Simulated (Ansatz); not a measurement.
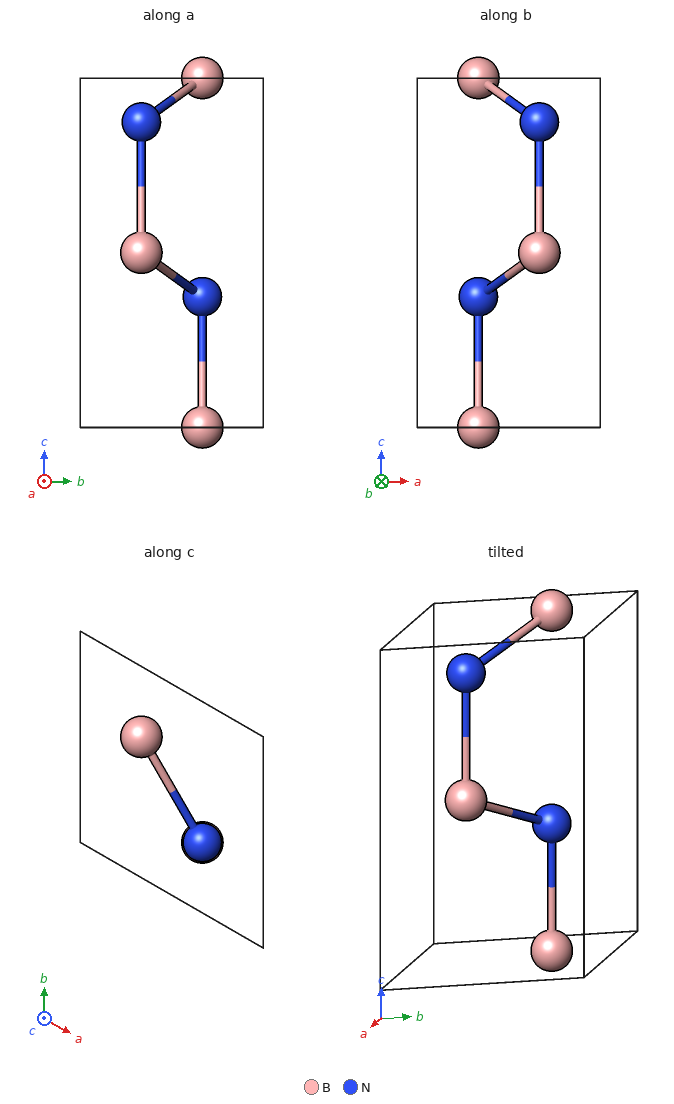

A ball-and-stick rendering, viewed along the a axis, along the b axis, along the c axis and slightly off an axis. The parallelepiped is the conventional unit cell.

Lattice parameters: a = 2.4676 Å, b = 2.4676 Å, c = 4.0816 Å, α = 90.000°, β = 90.000°, γ = 120.000°.

**Give the structure in the form of a CIF with its space group and independent sites.**

```cif
data_structure
_symmetry_space_group_name_H-M 'P 63 m c'
_symmetry_Int_Tables_number 186
_cell_length_a 2.4676
_cell_length_b 2.4676
_cell_length_c 4.0816
_cell_angle_alpha 90.000
_cell_angle_beta 90.000
_cell_angle_gamma 120.000
_cell_volume 21.52
loop_
_atom_site_label
_atom_site_type_symbol
_atom_site_symmetry_multiplicity
_atom_site_Wyckoff_symbol
_atom_site_fract_x
_atom_site_fract_y
_atom_site_fract_z
_atom_site_occupancy
B1 B 2 b 0.3333 0.6667 0.0005 1
N1 N 2 b 0.3333 0.6667 0.3745 1
```

Provenance: a structure type filled with these elements by a generator (whether the compound takes this form wasn't checked). The cell was then strained or its atoms displaced on purpose. It went into a calculation with Ansatz.

At this level of theory the cell isn't at rest (compressed, at 47 GPa), so its distances can differ from those at equilibrium, the more so the softer the solid.
